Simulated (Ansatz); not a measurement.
```
Ta N
1.0
    -1.46808   -2.54278    0.00000
     1.46808   -2.54278    0.00000
     0.00000    0.00000    8.65386
Ta N
3 3
Direct
  0.66667 0.66667 0.16667
  0.66667 0.66667 0.50000
  0.66667 0.66667 0.83333
  0.00000 0.00000 0.00000
  0.00000 0.00000 0.33333
  0.00000 0.00000 0.66667
```

Space group P-6m2.

Method: Ansatz 0.2.0, DFT r2SCAN, scalar-relativistic, plane waves, PAW.

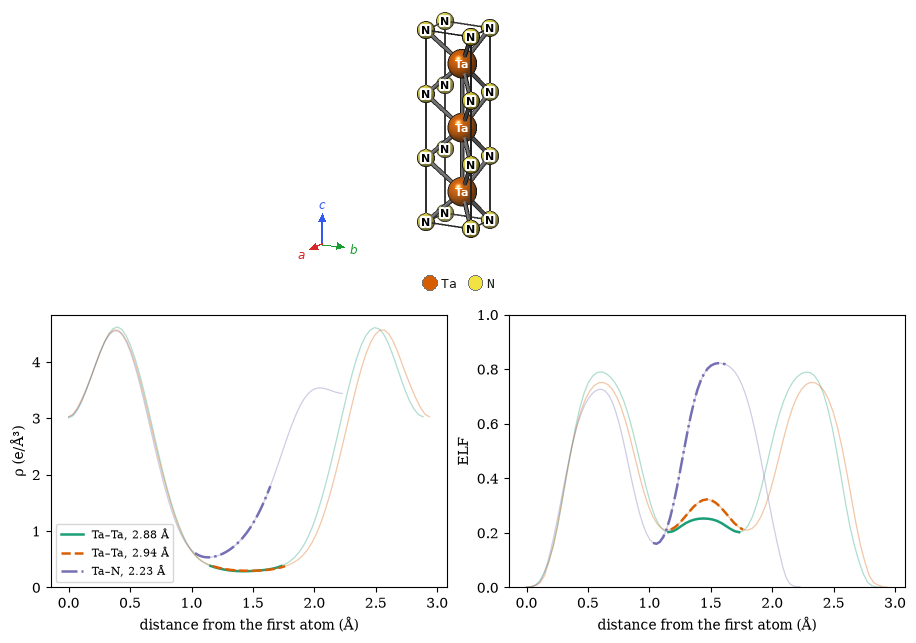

TaN. Valence pseudo-density and electron localisation function along straight lines between neighbouring atoms. Thin, pale parts lie inside the atomic spheres. The structure is drawn too.

The density is the valence pseudo-density of a PAW calculation; it isn't the true density close to the nuclei.

What can be read from the curves?

Ta–Ta (2.88 Å): the density is about 0.29 e/Å³ at the midpoint; the ELF is about 0.25 at the midpoint: no localised pair shows between them.
Ta–Ta (2.94 Å): ρ is about 0.3 e/Å³ halfway; the ELF is about 0.30 at the midpoint.
Ta–N (2.23 Å): ρ is about 0.54 e/Å³ halfway; the ELF peaks at about 0.80 in the valence shell of N, 0.7 Å from its nucleus, and is about 0.20 at the midpoint (no shared electron pair shows on this line).
